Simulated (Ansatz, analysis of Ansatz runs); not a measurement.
# Reproducing a measured vacancy formation: monovacancy in Tl, part 2 of 2

Aim: the vacancy formation of the monovacancy in Tl, to be set beside the measurement. Set-up: PBE, 64-site cell, measured lattice, 420 eV, k: 4x4x4 Gamma-centred. The model is a cell of 64 host atoms with 1 Tl taken out. The formation energy is the energy of the cell with the vacancy less that of the same number of atoms in the perfect cell.

Ansatz 0.2.0; PBE, 64-site cell, measured lattice, 420 eV, k: 4x4x4 Gamma-centred.

So far: Set-up; Relaxation, charge 0.

## 2. Relaxation, charge 0 (continued)

Level of this step: plane-wave PAW DFT, PBE; relaxation of all atoms of a defect supercell (Ansatz).

The steps of the relaxation:

```csv
step,energy less that of the first step (eV),largest force component (eV/Å)
1,0.0000,0.1862
2,-0.0887,0.0384
3,-0.0985,0.0114
```

The run keeps the 4 symmetry operations that it works with, so distortions that break them were not tested.

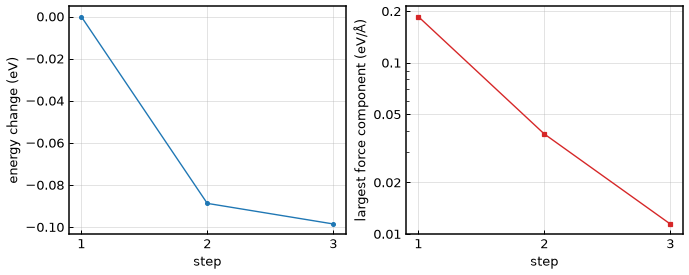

Energy and largest force along the relaxation.

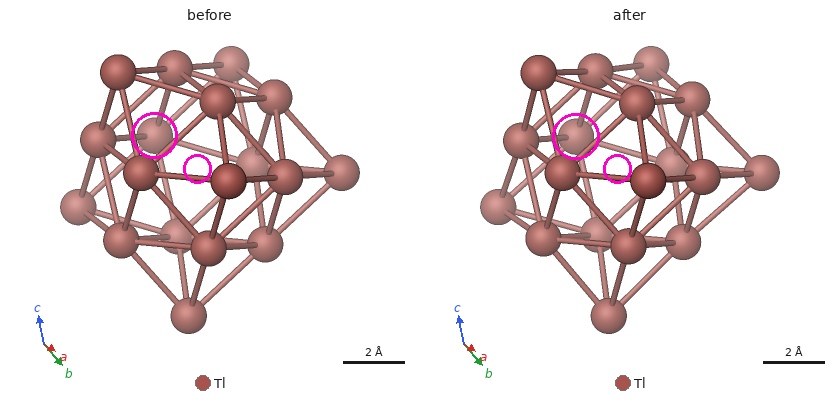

Before and after: the atoms that start within 5 Å of the centre. Tl30, which moves most, is ringed if it is among them. A ring with no atom in it marks the empty centre.

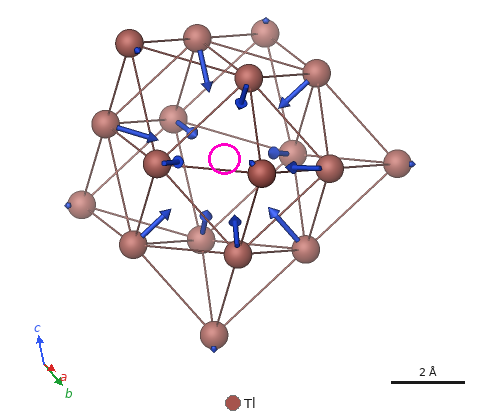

Displacements in the relaxation near the centre, exaggerated; the longest in the cell stands for 0.10 Å. A ring marks the centre wherever it is empty.

The atoms that moved most (Å):

```csv
atom,dx,dy,dz,length
Tl30,-0.052,0.030,0.077,0.098
Tl61,-0.052,0.030,-0.077,0.098
Tl52,0.053,0.023,-0.071,0.091
Tl63,0.007,-0.058,-0.071,0.091
Tl60,0.007,-0.058,0.071,0.091
Tl8,0.053,0.023,0.071,0.091
Tl2,0.041,0.074,0.000,0.085
Tl49,-0.044,-0.073,0.000,0.085
```

The atoms nearest to the centre after the run:

```csv
atom,distance (Å)
Tl30,3.310
Tl61,3.310
Tl52,3.317
Tl63,3.317
Tl60,3.317
Tl8,3.317
Tl2,3.371
Tl49,3.371
Tl27,3.377
Tl17,3.377
Tl4,3.379
Tl56,3.379
```

This step gave:

```
free energy      : -720979.6929 eV
smearing term TS : 0.01220 eV
```

## 3. Defect-free supercell

The perfect cell is run with the same cutoff and k-points as the defect cell, so that sampling errors largely cancel in the difference.

This step: plane-wave PAW DFT, PBE; single point of the defect-free supercell.

System of this step: The cell holds 64 atoms: 64 Tl. Cell: a = 16.292 Å, b = 16.292 Å, c = 13.034 Å, α = 125.1°, β = 125.1°, γ = 94.6°.

host/input.yaml

```yaml
crystal:
  lattice:
    - [-10.3680000078, 5.9859675955, 11.05]
    - [10.3680000078, -5.9859675955, 11.05]
    - [3.4560000026, 5.9859675955, -11.05]
  atoms:
    - { symbol: Tl, position: [0.2291666667, 0.1458333333, 0.25] }
    - { symbol: Tl, position: [0.2291666667, 0.3958333333, 0.0] }
    - { symbol: Tl, position: [0.4791666667, 0.1458333333, 0.0] }
    - { symbol: Tl, position: [0.4791666667, 0.3958333333, 0.25] }
    - { symbol: Tl, position: [0.0208333333, 0.1041666667, 0.25] }
    - { symbol: Tl, position: [0.0208333333, 0.3541666667, 0.0] }
    - { symbol: Tl, position: [0.2708333333, 0.1041666667, 0.0] }
    - { symbol: Tl, position: [0.2708333333, 0.3541666667, 0.25] }
[... 50 atom lines left out ...]
    - { symbol: Tl, position: [0.9791666667, 0.6458333333, 0.5] }
    - { symbol: Tl, position: [0.9791666667, 0.8958333333, 0.75] }
    - { symbol: Tl, position: [0.5208333333, 0.6041666667, 0.75] }
    - { symbol: Tl, position: [0.5208333333, 0.8541666667, 0.5] }
    - { symbol: Tl, position: [0.7708333333, 0.6041666667, 0.5] }
    - { symbol: Tl, position: [0.7708333333, 0.8541666667, 0.75] }
basis:
  ecutwfc: 420
  xc_grid: 2
hamiltonian:
  xc: pbe
kpoints:
  mp_grid: { grid: [4, 4, 4] }
scf:
  occupations: { method: methfessel_paxton, width: 0.1 }
  max_iter: 120
output:
  forces: true
```

Run with:

```bash
$ ansatz run input.yaml --threads 4 --pin off --max-ram 14131MiB --backend cpu --events-out ev --progress --plain --runs-dir out
```

Numbers of over 12 decimals in the logs are rounded to 6 here.

Output:

```text
[...]
Crystal: 64 atoms, lattice volume = 1828.775 Å³
Basis set: ecut = 420 eV, 35703 PW (Γ), exchange–correlation on 240×240×180 points (8 copies of the dense FFT grid, shifted against one another)
Bands: 480, of which v1, the nominal top of the filled ones, is band 416 counted from 1 (415 counted from 0)
Symmetry: 256 space group operations
[...]
k-points: 18 of 64
[...]
SCF iter   1: F=—  HF=-732423.987336 eV  |F-HF|=—  |Δ(HF+E_count)|=         —  Δρ=6.48e-4  dr2=9.58e-3  ethr=1.77e-3  ⟨swp⟩=6.0  Hψ=34759  notcnv=0  defer=6
[...]
SCF iter   5: F=-732423.975012 eV  HF=-732423.975012 eV  |F-HF|=2.83e-7  |Δ(HF+E_count)|=   1.42e-5  S|Δr|=    0.00e0  Δρ=3.90e-6  dr2=2.71e-7  ethr=1.20e-10  ⟨swp⟩=4.0  Hψ=25087  notcnv=0
SCF 1 converged in 5 iterations: F = -732423.975012 eV  dr2 = 2.71e-7
[...]
SCF converged after 5 iterations
[...]
Free energy (F): -732423.975012 eV
[...]
Internal energy: -732423.966335 eV  (E = F + TS)
E sigma→0 (E₀):  -732423.972843 eV
Entropy (-TS):   -0.008677 eV (-0.136 meV/atom)
Fermi energy:    10.456593 eV
Step filling:    the computed levels leave a gap of 0.0000 eV = 0.0 smearing widths at the electron count; against every level under it full and every level over it empty, smearing changes F+E_penalty+E_count by -5.431 meV and its σ→0 estimate by -3.262 meV
[...]
--- Forces (eV/Å), atoms counted from 1 ---
  atom   1  Tl    -0.00075399     0.00043532    -0.00000000
  atom   2  Tl    -0.00075399     0.00043532    -0.00000000
  atom   3  Tl    -0.00075399     0.00043532    -0.00000000
  atom   4  Tl    -0.00075399     0.00043532    -0.00000000
  atom   5  Tl     0.00075399    -0.00043532     0.00000000
  atom   6  Tl     0.00075399    -0.00043532     0.00000000
  atom   7  Tl     0.00075399    -0.00043532    -0.00000000
  atom   8  Tl     0.00075399    -0.00043532    -0.00000000
[...]
atom  61  Tl     0.00075399    -0.00043532    -0.00000000
  atom  62  Tl     0.00075399    -0.00043532     0.00000000
  atom  63  Tl     0.00075399    -0.00043532     0.00000000
  atom  64  Tl     0.00075399    -0.00043532    -0.00000000
  max |Σ_I F_I| component: 4.11e-17 eV/Å
```

Run time: 3.9 min. Hardware: 4 threads of Arm Neoverse V2, shared host; peak memory 11 GiB; 15 min of CPU time.

Reading the cycles: dr2 is the Hartree energy of the density residual (eV), the measure of convergence; HF is the Harris–Foulkes estimate of the energy, which meets the free energy F at convergence.

This step gave:

| Property | Result |
| --- | --- |
| free energy | -732423.9750 eV |
| smearing term TS | 0.008677 eV |

## 4. Outcome

This set-up is not sound: off the functional's own lattice the cell is under pressure, and the pressure times the atomic volume enters this difference of energies. For the record: Vacancy formation energy: computed 0.16 eV, measured 0.46 eV; 0.30 eV below the measurement.

[Logs are printed without paths, hosts, clocks, repeated set-up lines and the standing remarks that a program may print on its own settings, such as how far it seeks lower states.]

[Hosts, paths, dates, database ids (printed as entryN), source tags and the programs' standing remarks are cut or masked in the printed files.]

[For some hosts the program warned that the k-mesh of the response run may be too coarse for force constants and the static dielectric constant; such warnings are not shown here.]
